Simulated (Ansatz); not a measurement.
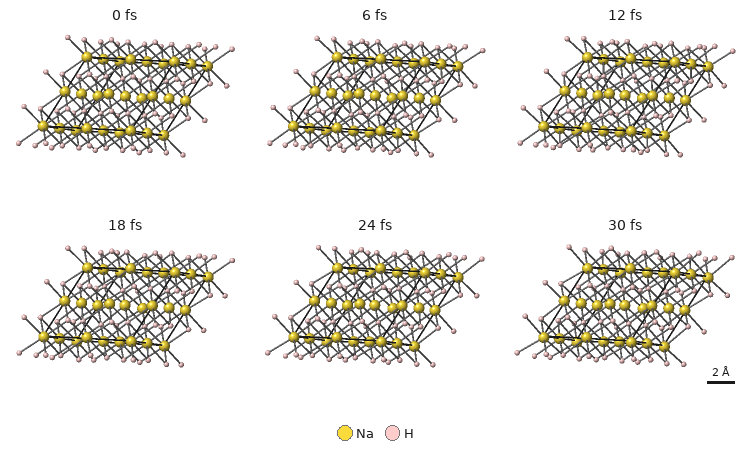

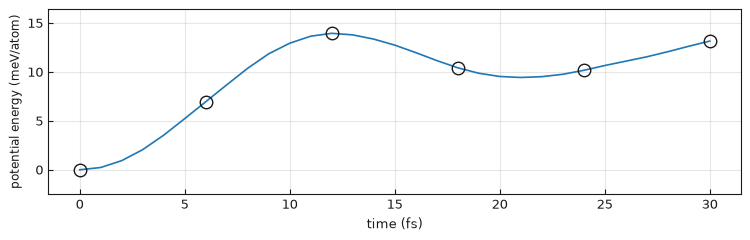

A Born-Oppenheimer molecular dynamics run of a 16-atom cell of NaH (built on the measured structure type), 30 fs long. Frames and the history of the run. A ball-and-stick model of the reduced simulation cell, seen from a free direction. Bonds to atoms that aren't drawn are left out. Lengths and directions refer to the drawn axes.

Computed with Ansatz, DFT, PBE, plane waves, PAW. Set-up: plane-wave cutoff 420 eV; k-point mesh 2 × 2 × 2; Fermi-Dirac smearing 0.02 eV; Langevin thermostat (NVT); set temperature 200 K; time step 1 fs.

Input file:
```yaml
crystal:
  lattice:
    - [0.0, 4.7950232845, 4.7950232845]
    - [4.7950232845, 0.0, 4.7950232845]
    - [4.7950232845, 4.7950232845, 0.0]
  atoms:
    - { symbol: Na, position: [0.0, 0.0, 0.0] }
    - { symbol: H, position: [0.25, 0.25, 0.25] }
    - { symbol: Na, position: [0.0, 0.0, 0.5] }
    - { symbol: H, position: [0.25, 0.25, 0.75] }
    - { symbol: Na, position: [0.0, 0.5, 0.0] }
    - { symbol: H, position: [0.25, 0.75, 0.25] }
    - { symbol: Na, position: [0.0, 0.5, 0.5] }
    - { symbol: H, position: [0.25, 0.75, 0.75] }
    - { symbol: Na, position: [0.5, 0.0, 0.0] }
    - { symbol: H, position: [0.75, 0.25, 0.25] }
    - { symbol: Na, position: [0.5, 0.0, 0.5] }
    - { symbol: H, position: [0.75, 0.25, 0.75] }
    - { symbol: Na, position: [0.5, 0.5, 0.0] }
    - { symbol: H, position: [0.75, 0.75, 0.25] }
    - { symbol: Na, position: [0.5, 0.5, 0.5] }
    - { symbol: H, position: [0.75, 0.75, 0.75] }
kpoints:
  mp_grid: { grid: [2, 2, 2] }
hamiltonian:
  xc: pbe
scf:
  occupations: { method: fermi_dirac, width: 0.02 }
md:
  ensemble: nvt_langevin
  temperature: 200
  timestep: 1.0
  n_steps: 30
  initial_velocities: maxwell_boltzmann
  seed: 729
```

Command:
```bash
ansatz run input.yaml --threads 4 --pin off --max-ram 3686MiB --backend cpu --events-out ev --progress --plain --runs-dir out
```

### What happens in this trajectory?

Over the second half the temperature averages 139 K (spread ±12 K). That is still far from the set 200 K: the thermostat hasn't settled it within this run. The potential energy in the second half lies on average 11.0 meV per atom above the first frame. Root-mean-square distances from the starting positions over the second half, with the common drift of all atoms taken out: H 0.11 Å, Na 0.10 Å. The run lasts only 30 fs, too short to tell vibration from diffusion.
